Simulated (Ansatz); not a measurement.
Single-point calculation of W (part 2 of 2)

Continued. System: W (slab, 20 atoms in the cell). Method: DFT PBE, scalar-relativistic, plane waves, PAW, no spin polarisation (Ansatz 0.2.0); cutoff 420 eV, 3×3×1 k-mesh, Gaussian smearing of 0.1 eV. The structure derives from an entry of the Crystallography Open Database. It belongs to a series of runs on one base structure; here: the slab at its places in the relaxed adsorbed structure.

Geometry of the input (Å; fractional positions):
```
6.3671  0.0000  0.0000
0.0000  6.3671  0.0000
0.0000  0.0000  26.5149
W  0.2500  0.7500  0.3017
W  0.2500  0.2500  0.3017
W  0.7500  0.7500  0.3017
W  0.7500  0.2500  0.3017
W  0.5000  0.5000  0.3618
W  0.5000  0.0000  0.3618
W  0.0000  0.5000  0.3618
W  0.0000  0.0000  0.3618
W  0.7519  0.2481  0.4213
W  0.7492  0.7507  0.4210
W  0.2474  0.2526  0.4216
W  0.2526  0.7481  0.4214
W  0.0060  -0.0042  0.4821
W  -0.0034  0.5040  0.4819
W  0.4963  0.0043  0.4818
W  0.5041  0.4950  0.4824
W  0.2791  0.7218  0.5377
W  0.2226  0.2772  0.5407
W  0.7220  0.7813  0.5374
W  0.7804  0.2193  0.5376
```

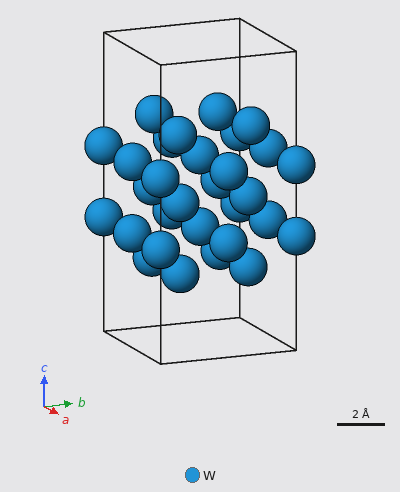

Figure 1. The input geometry (spheres-only view of the cell of the calculation, with the vacuum cut short, seen slightly off an axis). An atom can appear more than once, as a periodic image.

Output, continued
```
  k-point 0: bands = ["-70.3160", "-70.2762", "-70.2735", "-70.2647", "-70.2279", "-70.2071", "-70.2024", "-70.2019", "-70.1942", "-70.1646", "-70.1296", "-70.1093", "-70.0970", "-70.0961", "-70.0877", "-70.0738", "-70.0694", "-70.0618", "-70.0535", "-70.0195", "-35.1661", "-35.1555", "-35.1298", "-35.0732", "-35.0239", "-35.0223", "-34.8985", "-34.8840", "-34.8824", "-34.8114", "-34.8038", "-34.7742", "-34.7181", "-34.7116", "-34.7081", "-34.6817", "-34.6297", "-34.6017", "-34.5965", "-34.5517",
      "-34.5512", "-34.5162", "-34.5052", "-34.4924", "-34.4719", "-34.4674", "-34.4615", "-34.4187", "-34.4182", "-34.3994", "-34.3817", "-34.3149", "-34.3070", "-34.2919", "-34.2762", "-34.2706", "-34.2698", "-34.2691", "-34.2458", "-34.2451", "-34.2170", "-34.1953", "-34.1735", "-34.1438", "-34.1151", "-34.1010", "-34.0884", "-34.0452", "-34.0296", "-34.0279", "-34.0144", "-34.0063", "-33.9895", "-33.9799", "-33.9687", "-33.8980", "-33.8948", "-33.8466", "-33.8434", "-33.8204",
      "-5.0078", "-3.1544", "-2.0470", "-2.0446", "-1.9389", "-1.9318", "-1.7318", "-1.5428", "-1.5294", "-1.4307", "-1.3575", "-1.3537", "-0.9622", "-0.4737", "-0.4638", "-0.4275", "-0.4238", "-0.3680", "-0.3041", "-0.1598", "0.3669", "0.3682", "0.4180", "0.7090", "0.7159", "0.7655", "0.7689", "0.8622", "0.8787", "1.1658", "1.1680", "1.2560", "1.4167", "1.4653", "1.4741", "1.4886", "1.4968", "2.0024", "2.0211", "2.2772",
      "2.3274", "2.4137", "2.4222", "2.6193", "2.6560", "2.6746", "2.6846", "2.7152", "2.7179", "2.9773", "3.0162", "3.0212", "3.3727", "3.5051", "3.5148", "3.5185", "3.5613", "3.5694", "3.6177", "3.7301", "3.8231", "3.8730", "3.9184", "3.9248", "4.6189", "4.6411", "4.9208", "4.9279", "5.0782", "5.0868", "5.1313", "5.1453", "5.2854", "5.3221", "5.3354", "5.3622", "5.3760", "5.3960", "5.5341", "5.6259",
      "5.7302", "5.7730", "5.9114", "5.9293", "6.1260", "6.2728", "6.3219", "6.3657"]
  k-point 1: bands = ["-70.3061", "-70.2854", "-70.2729", "-70.2667", "-70.2220", "-70.2095", "-70.2046", "-70.2003", "-70.1961", "-70.1710", "-70.1279", "-70.1097", "-70.0947", "-70.0905", "-70.0874", "-70.0764", "-70.0730", "-70.0645", "-70.0421", "-70.0252", "-35.1274", "-35.0979", "-35.0760", "-35.0018", "-34.9852", "-34.9688", "-34.9375", "-34.9219", "-34.9068", "-34.8527", "-34.8280", "-34.7948", "-34.7463", "-34.7157", "-34.6754", "-34.6721", "-34.6553", "-34.6500", "-34.6303", "-34.5523",
      "-34.5440", "-34.5390", "-34.5282", "-34.5079", "-34.5017", "-34.4799", "-34.4656", "-34.4523", "-34.4475", "-34.4018", "-34.3978", "-34.3835", "-34.3328", "-34.3240", "-34.3118", "-34.2800", "-34.2536", "-34.2282", "-34.1864", "-34.1644", "-34.1538", "-34.1453", "-34.1323", "-34.1091", "-34.0890", "-34.0765", "-34.0718", "-34.0616", "-34.0500", "-34.0381", "-34.0173", "-34.0105", "-33.9959", "-33.9816", "-33.9651", "-33.9353", "-33.9089", "-33.8577", "-33.8476", "-33.8348",
      "-4.4119", "-2.9395", "-2.7437", "-2.1266", "-1.4841", "-1.4578", "-1.4326", "-1.3421", "-1.3320", "-1.2338", "-1.0297", "-1.0249", "-0.7501", "-0.6136", "-0.4915", "-0.4569", "-0.3959", "-0.1537", "-0.1314", "-0.1054", "0.1558", "0.1855", "0.3585", "0.6407", "0.6636", "0.6819", "0.7702", "0.8085", "0.9593", "1.0708", "1.1666", "1.2239", "1.3395", "1.4409", "1.4730", "1.5406", "1.5905", "1.7940", "1.9642", "2.0133",
      "2.0175", "2.1874", "2.2162", "2.2592", "2.2967", "2.3312", "2.4762", "2.5687", "2.6155", "2.8497", "2.8774", "2.9637", "3.0100", "3.0406", "3.0820", "3.1663", "3.5271", "3.6690", "3.7405", "3.8089", "3.9223", "3.9314", "4.0323", "4.1868", "4.2541", "4.3525", "4.5172", "4.5695", "4.7503", "4.8263", "4.8741", "4.9296", "4.9573", "4.9800", "5.0677", "5.1719", "5.2711", "5.3156", "5.3982", "5.4045",
      "5.4544", "5.5750", "5.6817", "5.7291", "5.8232", "5.9171", "5.9947", "6.0592"]
  k-point 2: bands = ["-70.3061", "-70.2853", "-70.2730", "-70.2666", "-70.2220", "-70.2096", "-70.2047", "-70.2001", "-70.1962", "-70.1703", "-70.1298", "-70.1082", "-70.0948", "-70.0904", "-70.0874", "-70.0765", "-70.0728", "-70.0640", "-70.0431", "-70.0249", "-35.1197", "-35.1050", "-35.0751", "-35.0022", "-34.9856", "-34.9688", "-34.9386", "-34.9211", "-34.9073", "-34.8533", "-34.8283", "-34.7949", "-34.7469", "-34.7155", "-34.6758", "-34.6721", "-34.6556", "-34.6480", "-34.6305", "-34.5517",
      "-34.5447", "-34.5392", "-34.5287", "-34.5071", "-34.5019", "-34.4795", "-34.4658", "-34.4527", "-34.4468", "-34.4038", "-34.3975", "-34.3819", "-34.3328", "-34.3237", "-34.3102", "-34.2811", "-34.2535", "-34.2266", "-34.1874", "-34.1658", "-34.1531", "-34.1461", "-34.1324", "-34.1091", "-34.0887", "-34.0761", "-34.0725", "-34.0619", "-34.0505", "-34.0363", "-34.0176", "-34.0111", "-33.9955", "-33.9821", "-33.9652", "-33.9344", "-33.9092", "-33.8554", "-33.8513", "-33.8335",
      "-4.4120", "-2.9394", "-2.7438", "-2.1259", "-1.4836", "-1.4585", "-1.4350", "-1.3423", "-1.3314", "-1.2336", "-1.0316", "-1.0239", "-0.7496", "-0.6126", "-0.4920", "-0.4569", "-0.3960", "-0.1536", "-0.1328", "-0.1047", "0.1544", "0.1853", "0.3546", "0.6457", "0.6604", "0.6796", "0.7685", "0.8077", "0.9601", "1.0722", "1.1695", "1.2226", "1.3385", "1.4385", "1.4733", "1.5395", "1.5900", "1.7922", "1.9638", "2.0166",
      "2.0172", "2.1890", "2.2229", "2.2579", "2.2956", "2.3325", "2.4756", "2.5696", "2.6155", "2.8627", "2.8699", "2.9612", "3.0093", "3.0404", "3.0800", "3.1685", "3.5216", "3.6761", "3.7439", "3.8074", "3.9219", "3.9319", "4.0320", "4.1888", "4.2492", "4.3536", "4.5128", "4.5726", "4.7524", "4.8268", "4.8758", "4.9290", "4.9515", "4.9851", "5.0674", "5.1756", "5.2666", "5.3162", "5.3935", "5.4044",
      "5.4541", "5.5780", "5.6816", "5.7290", "5.8219", "5.9170", "5.9935", "6.0603"]
  k-point 4: bands = ["-70.2981", "-70.2825", "-70.2800", "-70.2709", "-70.2171", "-70.2066", "-70.2062", "-70.2042", "-70.1996", "-70.1665", "-70.1390", "-70.1069", "-70.0911", "-70.0882", "-70.0871", "-70.0804", "-70.0744", "-70.0581", "-70.0414", "-70.0275", "-35.0756", "-35.0638", "-35.0331", "-34.9883", "-34.9559", "-34.9547", "-34.9340", "-34.8795", "-34.8423", "-34.8403", "-34.8296", "-34.8090", "-34.7639", "-34.7392", "-34.7131", "-34.7081", "-34.6791", "-34.6786", "-34.6629", "-34.6464",
      "-34.5590", "-34.5512", "-34.5154", "-34.5099", "-34.4942", "-34.4824", "-34.4591", "-34.4578", "-34.4532", "-34.4203", "-34.4064", "-34.4051", "-34.3761", "-34.3306", "-34.3258", "-34.3208", "-34.2081", "-34.1991", "-34.1978", "-34.1533", "-34.1359", "-34.1305", "-34.1295", "-34.1081", "-34.1020", "-34.0809", "-34.0498", "-34.0480", "-34.0354", "-34.0228", "-34.0215", "-34.0121", "-33.9913", "-33.9906", "-33.9531", "-33.9268", "-33.9028", "-33.8645", "-33.8501", "-33.8414",
      "-3.8567", "-2.5033", "-2.5006", "-2.2663", "-1.8124", "-1.5025", "-1.4999", "-0.8606", "-0.8111", "-0.7981", "-0.7494", "-0.7137", "-0.4625", "-0.2491", "-0.1820", "-0.1586", "-0.0531", "-0.0472", "0.0240", "0.0491", "0.0913", "0.1843", "0.1853", "0.2793", "0.6494", "0.7246", "0.7356", "0.8446", "0.9731", "0.9755", "1.0226", "1.0639", "1.2735", "1.2849", "1.3767", "1.3982", "1.4042", "1.4287", "1.4524", "1.5556",
      "1.6142", "1.6895", "1.7939", "1.8016", "1.8236", "1.9508", "2.0310", "2.0533", "2.1858", "2.4720", "2.5062", "2.7503", "2.9294", "2.9576", "2.9865", "3.3534", "3.4255", "3.4346", "3.4844", "3.6583", "3.6878", "3.7467", "3.8845", "4.0222", "4.0874", "4.1189", "4.2387", "4.5233", "4.5446", "4.7250", "4.8858", "4.8865", "5.1007", "5.1369", "5.1498", "5.1758", "5.3118", "5.3208", "5.4069", "5.4791",
      "5.6359", "5.6400", "5.6880", "5.8691", "5.9277", "5.9398", "6.0928", "6.2622"]
```

Summary

| quantity | value |
| --- | --- |
| outcome | converged |
| electrons treated | 280 |
| free energy | −207675.5519 eV |
| work function, top face | 4.31 eV |
| work function, bottom face | 4.16 eV |
| Fermi energy | 3.771 eV |
| gap on the k-point mesh | none (metallic) |
| work function (upper face) | 4.31 eV |
| largest force (length of the vector) | 1.544 eV/Å |
| hardware | 4 threads of Intel Xeon (Granite Rapids), 32 GiB of memory available, shared host |
| wall time | 14 s (CPU time 54 s) |
| peak memory | 3.2 GiB |

Remarks

Spin–orbit coupling is left out, which matters for W.
